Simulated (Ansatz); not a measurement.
**ZnSe: density, localisation and related maps**

Input

```
crystal:
  lattice:
    - [0.0, -2.8338, -2.8338]
    - [0.0, 2.8338, -2.8338]
    - [5.6676, 0.0, 0.0]
  atoms:
    - { symbol: Zn, position: [0.5, 0.5, 0.4933834427] }
    - { symbol: Zn, position: [0.0, 0.0, 0.0066165573] }
    - { symbol: Se, position: [0.0, 0.5, 0.25] }
    - { symbol: Se, position: [0.5, 0.0, 0.75] }
basis:
  ecutwfc: 420
kpoints:
  mp_grid: { grid: [8, 8, 6] }
hamiltonian:
  xc: pbe
scf:
  occupations: { method: gaussian, width: 0.05 }
output:
  forces: true
  stress: true
  eigenvalues: true
  write_density: true
  write_potential: true
  elf: true
  volumetric_format: npy
```

Launched as:

```sh
ansatz run input.yaml --threads 2 --pin off --max-ram 5120MiB --backend cpu --events-out ev --progress --plain --runs-dir out
```

Below, planes, directions and counts refer to the conventional cell (a = 4.01 Å, b = 4.01 Å, c = 5.67 Å, α = 90.00°, β = 90.00°, γ = 90.00°).

Space group P-4m2; not relaxed (largest force 0.4 eV/Å); computed pressure about 2 GPa in this cell.

The calculation used Ansatz 0.2.0, DFT PBE, scalar-relativistic, plane waves, PAW.

Core electrons are frozen (PAW), and the valence fields are smoothed inside the atomic spheres.

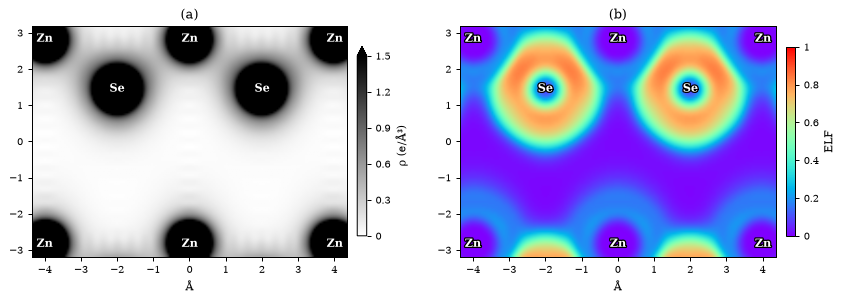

Figure 1. (a) valence pseudo-density; (b) ELF on the (010) plane of the conventional cell.

> Read the bonding off the picture.

The plane passes through Zn and Se nuclei.
Zn–Se (2.43 Å): ρ is about 0.48 e/Å³ halfway; the ELF is about 0.60 at the midpoint.
The density dies away to nearly zero in the voids.

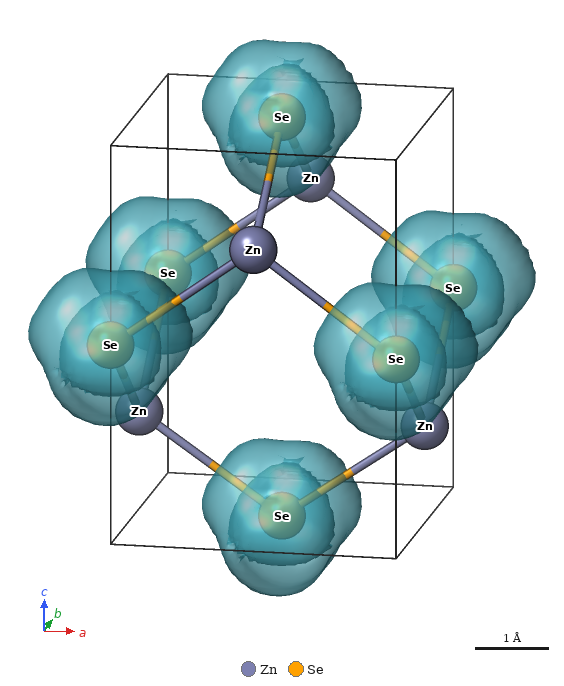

Figure 2. Isosurface of the electron localisation function at 0.75 (cyan), seen slightly off an axis. Only the valence region is drawn (cores and ρ < 0.01 e/Å³ removed). Sticks mark near contacts.

> Describe the localisation domains.

At this value the surface marks out two regions wrapped around Se (the valence shell of each), counted in one cell of 4 atoms. Any copies at cell faces, edges or corners count once. Profiles from the grid: Zn–Se (2.48 Å): the ELF is about 0.60 at the midpoint.

> Metal or insulator at this level of theory?

It is gapped, with a Kohn–Sham gap of 1.3 eV on the k-point mesh (the band edges may lie off the mesh, which would make the gap smaller).
